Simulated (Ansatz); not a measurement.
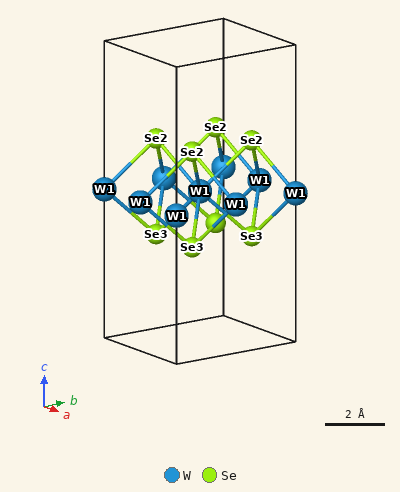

The starting structure (ball-and-stick view of the 2 × 2 repeat of the cell, with the vacuum cut short, seen slightly off an axis; atoms are numbered from 1 in the order of the input). An atom can appear more than once, as a periodic image. Near neighbours in the periodic cell (some may lie outside the picture): W has 6 Se at 2.54 Å; Se has 3 W at 2.54 Å.

## Geometry relaxation, with input and output: WSe₂ (part 1 of 2)

System: WSe₂ (3 atoms in the cell).
Method: DFT PBE+D3(BJ), scalar-relativistic, plane waves, PAW, no spin polarisation (Ansatz 0.2.0).

The structure derives from a Materials Project entry. Figures and captions count atoms from 1; the log counts them from 0 in places.

**Output**
```
Engine: ansatz 0.2.0, x86_64-unknown-linux-gnu
Pseudopotentials: kind: paw
Pseudopotential: W, paw, valence charge 14, recommended cutoff 420 eV (normal), W.paw.azcp
Pseudopotential: Se, paw, valence charge 16, recommended cutoff 420 eV (normal), Se.paw.azcp
Functional definition: PBE
  parameter kappa = 0.804
  parameter beta = 0.06672455060314922
  exchange = pbe_x(kappa = kappa, mu = beta*pi^2/3)
  correlation = pbe_c(beta = beta)
Crystal: 3 atoms, lattice volume = 158.816 Å³
Basis set: ecut = 420 eV, 3163 PW (Γ), exchange–correlation on 48×48×240 points (8 copies of the dense FFT grid, shifted against one another)
Bands: 28, of which v1, the nominal top of the filled ones, is band 23 counted from 1 (22 counted from 0)
Symmetry: 12 space group operations
Space group: P-6m2 (ITA 187), of the structure as read, at distance tolerance 5.4e-5 Å
k-points: 38 of 288 (time reversal used)
Non-local potential: W, projectors of the file, l = 0: 3, l = 1: 2, l = 2: 2, l = 3: 1
Non-local potential: Se, projectors of the file, l = 0: 2, l = 1: 2, l = 2: 3, l = 3: 1
PAW form: soft (Blöchl's): semilocal exchange-correlation on the pseudo side does not see the compensation charge
PAW one-centre angular grid: W, 590 points (default); XC on 64 Gauss nodes
PAW one-centre angular grid: Se, 590 points (default); XC on 64 Gauss nodes
Initial density: superposition of atomic densities (neutral atoms: chi_scale 0, normalization atom), corrected by the library's trained network
Initial wavefunctions: pseudopotential atomic-orbital guess
Functional: x = pbe(κ = 0.804, μ = 0.2195149727645171), c = pbe(β = 0.06672455060314922)
SCF iter   1: F=—  HF=-21325.647462 eV  |F-HF|=—  |Δ(HF+E_count)|=         —  Δρ=2.91e-3  dr2=6.04e-3  ethr=1.77e-3  ⟨swp⟩=8.9  Hψ=5065  notcnv=0
preconditioner: auto → Resta (q_TF=auto, 2.219 Å⁻¹)  ε∞=3.0  [insulator: Δε(μ)=1.535 eV  Ē_g=8.767 eV  σ=0.020 eV  W_gap=1.00  n_scr=28 (ndim 8)  ℏωp=12.5 eV  f_vac=0.604  D(μ)=0.00/eV (n_scr^D=0)  ε∞_Penn≈3.0  vacuum switching on, ρ_ref=5.6e-3 e/Å³]
SCF iter   2: F=—  HF=-21325.651778 eV  |F-HF|=—  |Δ(HF+E_count)|=   4.32e-3  Δρ=1.61e-3  dr2=1.83e-3  ethr=1.31e-5  ⟨swp⟩=2.9  Hψ=2124  notcnv=0  defer=38
SCF iter   3: F=—  HF=-21325.653793 eV  |F-HF|=—  |Δ(HF+E_count)|=   2.01e-3  Δρ=8.09e-4  dr2=9.07e-4  ethr=3.97e-6  ⟨swp⟩=2.0  Hψ=1462  notcnv=0  defer=38
SCF iter   4: F=—  HF=-21325.654202 eV  |F-HF|=—  |Δ(HF+E_count)|=   4.10e-4  Δρ=9.15e-5  dr2=1.02e-5  ethr=1.97e-6  ⟨swp⟩=2.0  Hψ=1414  notcnv=0  defer=38
SCF iter   5: F=—  HF=-21325.654145 eV  |F-HF|=—  |Δ(HF+E_count)|=   5.77e-5  Δρ=3.07e-5  dr2=1.99e-6  ethr=2.22e-8  ⟨swp⟩=2.1  Hψ=1914  notcnv=0  defer=38
SCF iter   6: F=—  HF=-21325.654144 eV  |F-HF|=—  |Δ(HF+E_count)|=   1.31e-7  Δρ=7.34e-6  dr2=1.49e-7  ethr=4.33e-9  ⟨swp⟩=2.0  Hψ=1361  notcnv=0  defer=38
SCF iter   7: F=-21325.654144 eV  HF=-21325.654144 eV  |F-HF|=2.50e-9  |Δ(HF+E_count)|=   4.57e-8  Δρ=1.94e-6  dr2=1.36e-8  ethr=2.17e-10  ⟨swp⟩=11.1  Hψ=4971  notcnv=0
SCF 1 converged in 7 iterations: F = -21325.654144 eV  dr2 = 1.36e-8
  greatest PAW one-centre occupation: 1.000 electrons in one spin orbital (limit 2), on the Se atom at site 1 (counted from 0), in its partial waves of l = 2
relax step   1: F+E_penalty+E_count = -21325.65414443 eV  Δ(F+E_penalty+E_count) = +0.000e0 eV  max|allowed force component| = 1.826e-1 eV/Å  Δτ_max = 0.0000 Å  P = -0.219 GPa  Ω = 158.816 Å³  (7 SCF iters, dr2 threshold 1.00e-7 eV, accepted)
Crystal: 3 atoms, lattice volume = 151.864 Å³
Basis set: ecut = 420 eV, 3019 PW (Γ), exchange–correlation on 48×48×240 points (8 copies of the dense FFT grid, shifted against one another)
Initial density: handed on by an earlier stage of this run
Initial wavefunctions: those handed on with the density
iter 1 solved again at ethr=3.12e-5 eV; its pass at ethr=3.10e-3 eV (dr2=1.43e-2 eV) is discarded
SCF iter   1: F=—  HF=-21325.644201 eV  |F-HF|=—  |Δ(HF+E_count)|=         —  Δρ=2.63e-3  dr2=1.65e-2  ethr=3.12e-5  ⟨swp⟩=2.5  Hψ=6431  notcnv=0
preconditioner: auto → none  [insulator: Δε(μ)=1.534 eV  Ē_g=8.816 eV  σ=0.020 eV  W_gap=1.00  n_scr=10 (ndim 8)  ℏωp=12.8 eV  f_vac=0.594  D(μ)=0.00/eV (n_scr^D=0)  ε∞_Penn≈3.1]
SCF iter   2: F=—  HF=-21325.645268 eV  |F-HF|=—  |Δ(HF+E_count)|=   1.07e-3  Δρ=2.51e-3  dr2=3.69e-2  ethr=3.12e-5  ⟨swp⟩=4.2  Hψ=2372  notcnv=0  defer=1
SCF iter   3: F=—  HF=-21325.641146 eV  |F-HF|=—  |Δ(HF+E_count)|=   4.12e-3  Δρ=1.29e-3  dr2=5.56e-3  ethr=3.12e-5  ⟨swp⟩=3.0  Hψ=1654  notcnv=0  defer=2
SCF iter   4: F=—  HF=-21325.640486 eV  |F-HF|=—  |Δ(HF+E_count)|=   6.61e-4  Δρ=5.83e-4  dr2=3.76e-4  ethr=1.21e-5  ⟨swp⟩=2.0  Hψ=1386  notcnv=0  defer=4
SCF iter   5: F=—  HF=-21325.640494 eV  |F-HF|=—  |Δ(HF+E_count)|=   8.27e-6  Δρ=1.38e-4  dr2=1.26e-5  ethr=8.18e-7  ⟨swp⟩=2.1  Hψ=1343  notcnv=0  defer=4
SCF iter   6: F=—  HF=-21325.640443 eV  |F-HF|=—  |Δ(HF+E_count)|=   5.10e-5  Δρ=2.55e-5  dr2=3.96e-7  ethr=2.73e-8  ⟨swp⟩=2.8  Hψ=1998  notcnv=0  defer=4
iter 7 did not close the SCF: its close was put off until two iterations running show no level that it waits for move by more than its bar (scf_convergence_deferred on its scf_iter line)
SCF iter   7: F=-21325.640443 eV  HF=-21325.640443 eV  |F-HF|=2.78e-9  |Δ(HF+E_count)|=   2.11e-7  Δρ=4.21e-6  dr2=9.40e-9  ethr=6.52e-10  ⟨swp⟩=7.9  Hψ=4648  notcnv=0
iter 8 did not close the SCF: its close was put off until two iterations running show no level that it waits for move by more than its bar (scf_convergence_deferred on its scf_iter line)
SCF iter   8: F=-21325.640443 eV  HF=-21325.640443 eV  |F-HF|=3.27e-11  |Δ(HF+E_count)|=   4.37e-9  Δρ=7.22e-7  dr2=3.08e-10  ethr=2.04e-11  ⟨swp⟩=2.0  Hψ=3178  notcnv=0
SCF iter   9: F=-21325.640443 eV  HF=-21325.640443 eV  |F-HF|=1.46e-11  |Δ(HF+E_count)|=  7.64e-11  Δρ=6.27e-8  dr2=3.82e-12  ethr=1.00e-12  ⟨swp⟩=1.2  Hψ=2616  notcnv=0
SCF 2 converged in 9 iterations: F = -21325.640443 eV  dr2 = 3.82e-12
  greatest PAW one-centre occupation: 1.000 electrons in one spin orbital (limit 2), on the Se atom at site 2 (counted from 0), in its partial waves of l = 2
relax step   2: F+E_penalty+E_count = -21325.64044314 eV  Δ(F+E_penalty+E_count) = +1.370e-2 eV  max|allowed force component| = 4.219e-1 eV/Å  Δτ_max = 0.0629 Å  P = -0.106 GPa  Ω = 151.864 Å³  energy of the carried Pulay correction = +4.908e-4 eV  (9 SCF iters, dr2 threshold 3.00e-7 eV, rejected (line search))
[... from here on the SCF iterations and repeated set-up lines of each step are left out, up to the last step ...]
SCF 3 converged in 9 iterations: F = -21325.664656 eV  dr2 = 4.01e-12
relax step   3: F+E_penalty+E_count = -21325.66465583 eV  Δ(F+E_penalty+E_count) = -1.051e-2 eV  max|allowed force component| = 6.637e-3 eV/Å  Δτ_max = 0.0243 Å  P = -0.037 GPa  Ω = 155.639 Å³  energy of the carried Pulay correction = +2.216e-4 eV  (9 SCF iters, accepted)
SCF 4 converged in 5 iterations: F = -21325.664689 eV  dr2 = 4.76e-10
relax step   4: F+E_penalty+E_count = -21325.66468925 eV  Δ(F+E_penalty+E_count) = -3.342e-5 eV  max|allowed force component| = 1.462e-3 eV/Å  Δτ_max = 0.0009 Å  P = -0.001 GPa  Ω = 155.449 Å³  energy of the carried Pulay correction = +2.350e-4 eV  (5 SCF iters, dr2 threshold 2.75e-9 eV, accepted)
SCF 5 converged in 7 iterations: F = -21325.664714 eV  dr2 = 4.60e-12
relax step   5: F+E_penalty+E_count = -21325.66471444 eV  Δ(F+E_penalty+E_count) = -2.519e-5 eV  max|allowed force component| = 2.994e-3 eV/Å  Δτ_max = 0.0015 Å  P = +0.007 GPa  Ω = 155.289 Å³  energy of the carried Pulay correction = +2.463e-4 eV  (7 SCF iters, accepted)
SCF 6 converged in 8 iterations: F = -21325.665068 eV  dr2 = 2.06e-11
relax step   6: F+E_penalty+E_count = -21325.66506826 eV  Δ(F+E_penalty+E_count) = -3.538e-4 eV  max|allowed force component| = 2.348e-2 eV/Å  Δτ_max = 0.0250 Å  P = +0.096 GPa  Ω = 152.760 Å³  energy of the carried Pulay correction = +4.263e-4 eV  (8 SCF iters, accepted)
SCF 7 converged in 8 iterations: F = -21325.665460 eV  dr2 = 9.95e-10
relax step   7: F+E_penalty+E_count = -21325.66545952 eV  Δ(F+E_penalty+E_count) = -3.913e-4 eV  max|allowed force component| = 4.899e-2 eV/Å  Δτ_max = 0.0323 Å  P = +0.180 GPa  Ω = 149.720 Å³  energy of the carried Pulay correction = +6.467e-4 eV  (8 SCF iters, dr2 threshold 3.44e-8 eV, accepted)
SCF 8 converged in 8 iterations: F = -21325.666006 eV  dr2 = 6.21e-10
relax step   8: F+E_penalty+E_count = -21325.66600595 eV  Δ(F+E_penalty+E_count) = -5.464e-4 eV  max|allowed force component| = 6.967e-2 eV/Å  Δτ_max = 0.0386 Å  P = +0.229 GPa  Ω = 146.378 Å³  energy of the carried Pulay correction = +8.940e-4 eV  (8 SCF iters, dr2 threshold 1.50e-7 eV, accepted)
SCF 9 converged in 9 iterations: F = -21325.667212 eV  dr2 = 1.24e-10
relax step   9: F+E_penalty+E_count = -21325.66721199 eV  Δ(F+E_penalty+E_count) = -1.206e-3 eV  max|allowed force component| = 8.701e-2 eV/Å  Δτ_max = 0.0703 Å  P = +0.240 GPa  Ω = 140.841 Å³  energy of the carried Pulay correction = +1.316e-3 eV  (9 SCF iters, dr2 threshold 3.00e-7 eV, accepted)
SCF 10 converged in 9 iterations: F = -21325.668700 eV  dr2 = 5.26e-11
relax step  10: F+E_penalty+E_count = -21325.66870018 eV  Δ(F+E_penalty+E_count) = -1.488e-3 eV  max|allowed force component| = 6.966e-3 eV/Å  Δτ_max = 0.0595 Å  P = -0.006 GPa  Ω = 137.013 Å³  energy of the carried Pulay correction = +1.617e-3 eV  (9 SCF iters, dr2 threshold 3.00e-7 eV, accepted)
SCF 11 converged in 9 iterations: F = -21325.669410 eV  dr2 = 5.22e-10
relax step  11: F+E_penalty+E_count = -21325.66941033 eV  Δ(F+E_penalty+E_count) = -7.101e-4 eV  max|allowed force component| = 1.663e-1 eV/Å  Δτ_max = 0.1012 Å  P = +0.383 GPa  Ω = 129.410 Å³  energy of the carried Pulay correction = +2.239e-3 eV  (9 SCF iters, dr2 threshold 3.03e-9 eV, accepted)
SCF 12 converged in 6 iterations: F = -21325.670046 eV  dr2 = 2.69e-7
relax step  12: F+E_penalty+E_count = -21325.67004637 eV  Δ(F+E_penalty+E_count) = -6.360e-4 eV  max|allowed force component| = 1.749e-2 eV/Å  Δτ_max = 0.0300 Å  P = +0.083 GPa  Ω = 131.900 Å³  energy of the carried Pulay correction = +2.031e-3 eV  (6 SCF iters, dr2 threshold 3.00e-7 eV, accepted)
SCF 13 converged in 8 iterations: F = -21325.671092 eV  dr2 = 1.20e-9
relax step  13: F+E_penalty+E_count = -21325.67109171 eV  Δ(F+E_penalty+E_count) = -1.045e-3 eV  max|allowed force component| = 3.435e-2 eV/Å  Δτ_max = 0.0476 Å  P = +0.085 GPa  Ω = 128.826 Å³  energy of the carried Pulay correction = +2.288e-3 eV  (8 SCF iters, dr2 threshold 2.82e-8 eV, accepted)
SCF 14 converged in 10 iterations: F = -21325.672774 eV  dr2 = 9.10e-12
relax step  14: F+E_penalty+E_count = -21325.67277358 eV  Δ(F+E_penalty+E_count) = -1.682e-3 eV  max|allowed force component| = 1.694e-1 eV/Å  Δτ_max = 0.1208 Å  P = +0.441 GPa  Ω = 121.026 Å³  energy of the carried Pulay correction = +2.963e-3 eV  (10 SCF iters, dr2 threshold 7.38e-8 eV, accepted)
SCF 15 converged in 10 iterations: F = -21325.676454 eV  dr2 = 1.59e-11
relax step  15: F+E_penalty+E_count = -21325.67645442 eV  Δ(F+E_penalty+E_count) = -3.681e-3 eV  max|allowed force component| = 2.014e-1 eV/Å  Δτ_max = 0.1446 Å  P = +0.661 GPa  Ω = 113.093 Å³  energy of the carried Pulay correction = +3.690e-3 eV  (10 SCF iters, dr2 threshold 3.00e-7 eV, accepted)
SCF 16 converged in 8 iterations: F = -21325.678100 eV  dr2 = 5.52e-9
relax step  16: F+E_penalty+E_count = -21325.67809961 eV  Δ(F+E_penalty+E_count) = -1.645e-3 eV  max|allowed force component| = 3.127e-1 eV/Å  Δτ_max = 0.1675 Å  P = -0.889 GPa  Ω = 107.405 Å³  energy of the carried Pulay correction = +4.238e-3 eV  (8 SCF iters, dr2 threshold 3.00e-7 eV, accepted)
SCF 17 converged in 8 iterations: F = -21325.686877 eV  dr2 = 1.58e-7
relax step  17: F+E_penalty+E_count = -21325.68687684 eV  Δ(F+E_penalty+E_count) = -8.777e-3 eV  max|allowed force component| = 3.325e-1 eV/Å  Δτ_max = 0.1215 Å  P = +0.767 GPa  Ω = 100.471 Å³  energy of the carried Pulay correction = +4.939e-3 eV  (8 SCF iters, dr2 threshold 3.00e-7 eV, accepted)
SCF 18 converged in 8 iterations: F = -21325.698973 eV  dr2 = 1.11e-7
relax step  18: F+E_penalty+E_count = -21325.69897281 eV  Δ(F+E_penalty+E_count) = -1.210e-2 eV  max|allowed force component| = 3.923e-1 eV/Å  Δτ_max = 0.1912 Å  P = +1.085 GPa  Ω = 93.240 Å³  energy of the carried Pulay correction = +5.709e-3 eV  (8 SCF iters, dr2 threshold 3.00e-7 eV, accepted)
SCF 19 converged in 8 iterations: F = -21325.720669 eV  dr2 = 1.13e-7
relax step  19: F+E_penalty+E_count = -21325.72066898 eV  Δ(F+E_penalty+E_count) = -2.170e-2 eV  max|allowed force component| = 1.090e-1 eV/Å  Δτ_max = 0.1927 Å  P = -0.628 GPa  Ω = 88.632 Å³  energy of the carried Pulay correction = +6.223e-3 eV  (8 SCF iters, dr2 threshold 3.00e-7 eV, accepted)
SCF 20 converged in 9 iterations: F = -21325.742613 eV  dr2 = 8.97e-9
relax step  20: F+E_penalty+E_count = -21325.74261264 eV  Δ(F+E_penalty+E_count) = -2.194e-2 eV  max|allowed force component| = 4.836e-1 eV/Å  Δτ_max = 0.1969 Å  P = +1.310 GPa  Ω = 81.602 Å³  energy of the carried Pulay correction = +7.043e-3 eV  (9 SCF iters, dr2 threshold 3.00e-7 eV, accepted)
SCF 21 converged in 8 iterations: F = -21325.773010 eV  dr2 = 5.08e-8
relax step  21: F+E_penalty+E_count = -21325.77301030 eV  Δ(F+E_penalty+E_count) = -3.040e-2 eV  max|allowed force component| = 6.075e-1 eV/Å  Δτ_max = 0.1967 Å  P = +1.765 GPa  Ω = 76.521 Å³  energy of the carried Pulay correction = +7.664e-3 eV  (8 SCF iters, dr2 threshold 3.00e-7 eV, accepted)
SCF 22 converged in 8 iterations: F = -21325.821561 eV  dr2 = 4.96e-8
relax step  22: F+E_penalty+E_count = -21325.82156114 eV  Δ(F+E_penalty+E_count) = -4.855e-2 eV  max|allowed force component| = 3.009e-1 eV/Å  Δτ_max = 0.1975 Å  P = +0.556 GPa  Ω = 72.936 Å³  energy of the carried Pulay correction = +8.116e-3 eV  (8 SCF iters, dr2 threshold 3.00e-7 eV, accepted)
SCF 23 converged in 8 iterations: F = -21325.858141 eV  dr2 = 3.20e-8
relax step  23: F+E_penalty+E_count = -21325.85814090 eV  Δ(F+E_penalty+E_count) = -3.658e-2 eV  max|allowed force component| = 4.219e-1 eV/Å  Δτ_max = 0.1964 Å  P = +0.926 GPa  Ω = 68.983 Å³  energy of the carried Pulay correction = +8.630e-3 eV  (8 SCF iters, dr2 threshold 3.00e-7 eV, accepted)
SCF 24 converged in 8 iterations: F = -21325.883307 eV  dr2 = 1.58e-8
relax step  24: F+E_penalty+E_count = -21325.88330690 eV  Δ(F+E_penalty+E_count) = -2.517e-2 eV  max|allowed force component| = 6.030e-2 eV/Å  Δτ_max = 0.1974 Å  P = +0.413 GPa  Ω = 65.815 Å³  energy of the carried Pulay correction = +9.052e-3 eV  (8 SCF iters, dr2 threshold 3.00e-7 eV, accepted)
SCF 25 converged in 6 iterations: F = -21325.883844 eV  dr2 = 1.48e-7
relax step  25: F+E_penalty+E_count = -21325.88384372 eV  Δ(F+E_penalty+E_count) = -5.368e-4 eV  max|allowed force component| = 1.180e-4 eV/Å  Δτ_max = 0.0318 Å  P = -0.065 GPa  Ω = 65.596 Å³  energy of the carried Pulay correction = +9.082e-3 eV  (6 SCF iters, dr2 threshold 3.00e-7 eV, accepted)
SCF 26 converged in 5 iterations: F = -21325.884017 eV  dr2 = 5.12e-8
relax step  26: F+E_penalty+E_count = -21325.88401700 eV  Δ(F+E_penalty+E_count) = -1.733e-4 eV  max|allowed force component| = 2.481e-3 eV/Å  Δτ_max = 0.0082 Å  P = -0.009 GPa  Ω = 65.676 Å³  energy of the carried Pulay correction = +9.071e-3 eV  (5 SCF iters, dr2 threshold 8.29e-8 eV, accepted)
Basis set: ecut = 420 eV, 1307 PW (Γ), exchange–correlation on 48×48×96 points (8 copies of the dense FFT grid, shifted against one another)
Initial wavefunctions: pseudopotential atomic-orbital guess (no wavefunctions were taken with the density)
iter 1 solved again at ethr=1.22e-7 eV; its pass at ethr=3.10e-3 eV (dr2=5.59e-5 eV) is discarded
SCF iter   1: F=—  HF=-21325.881914 eV  |F-HF|=—  |Δ(HF+E_count)|=         —  Δρ=2.52e-4  dr2=5.48e-6  ethr=1.22e-7  ⟨swp⟩=3.8  Hψ=7189  notcnv=0
preconditioner: auto → Resta (q_TF=auto, 2.571 Å⁻¹)  ε∞=5.7  [insulator: Δε(μ)=1.274 eV  Ē_g=8.952 eV  σ=0.020 eV  W_gap=1.00  n_scr=22 (ndim 8)  ℏωp=19.4 eV  f_vac=0.139  D(μ)=0.00/eV (n_scr^D=0)  ε∞_Penn≈5.7]
SCF iter   2: F=—  HF=-21325.881931 eV  |F-HF|=—  |Δ(HF+E_count)|=   1.74e-5  Δρ=1.33e-4  dr2=1.64e-6  ethr=1.19e-8  ⟨swp⟩=2.5  Hψ=1998  notcnv=0
SCF iter   3: F=—  HF=-21325.881934 eV  |F-HF|=—  |Δ(HF+E_count)|=   2.08e-6  Δρ=2.88e-5  dr2=2.82e-7  ethr=3.57e-9  ⟨swp⟩=2.0  Hψ=1938  notcnv=0
SCF iter   4: F=—  HF=-21325.881934 eV  |F-HF|=—  |Δ(HF+E_count)|=   4.68e-8  Δρ=6.78e-6  dr2=1.67e-8  ethr=6.12e-10  ⟨swp⟩=2.9  Hψ=1856  notcnv=0
SCF iter   5: F=—  HF=-21325.881934 eV  |F-HF|=—  |Δ(HF+E_count)|=   7.31e-9  Δρ=1.95e-6  dr2=2.79e-9  ethr=3.63e-11  ⟨swp⟩=2.1  Hψ=1337  notcnv=0
SCF iter   6: F=—  HF=-21325.881934 eV  |F-HF|=—  |Δ(HF+E_count)|=   2.52e-9  Δρ=4.70e-7  dr2=4.53e-10  ethr=6.07e-12  ⟨swp⟩=2.0  Hψ=1337  notcnv=0
SCF iter   7: F=-21325.881934 eV  HF=-21325.881934 eV  |F-HF|=2.18e-11  |Δ(HF+E_count)|=  6.33e-10  Δρ=1.20e-7  dr2=1.53e-11  ethr=1.00e-12  ⟨swp⟩=5.2  Hψ=5432  notcnv=0
SCF 27 converged in 7 iterations: F = -21325.881934 eV  dr2 = 1.53e-11
relax step  27: F+E_penalty+E_count = -21325.88193363 eV  Δ(F+E_penalty+E_count) = +2.083e-3 eV  max|allowed force component| = 1.667e-3 eV/Å  Δτ_max = 0.0000 Å  P = -0.015 GPa  Ω = 65.676 Å³  stress off target by 1.75e-2 GPa  SCF on the basis re-selected at this cell (its energy is not comparable with the rows above)  (7 SCF iters)
```

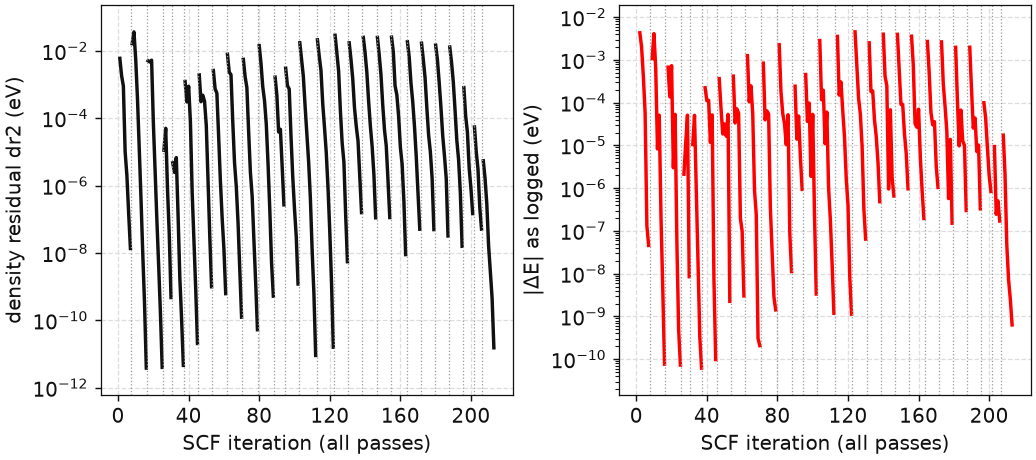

Convergence of the self-consistent field: density residual dr2 and size of the energy change against the SCF iteration. The dotted lines part the SCF passes of the relaxation: geometry steps, rejected trials and re-solves on a re-selected basis. The 27 passes take 5 to 10 iterations each, 213 in all.

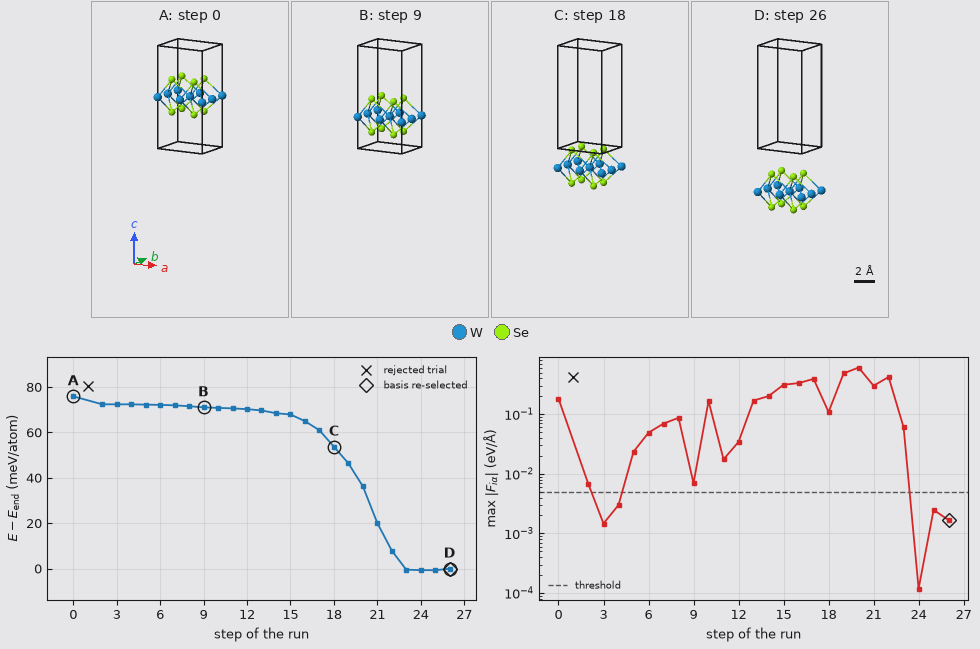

Frames of the relaxation (ball-and-stick view of the 2 × 2 repeat of the cell, with the vacuum cut short, seen slightly off an axis) above the curves, on which the letters mark them (the first geometry is step 0 here and step 1 in the log).
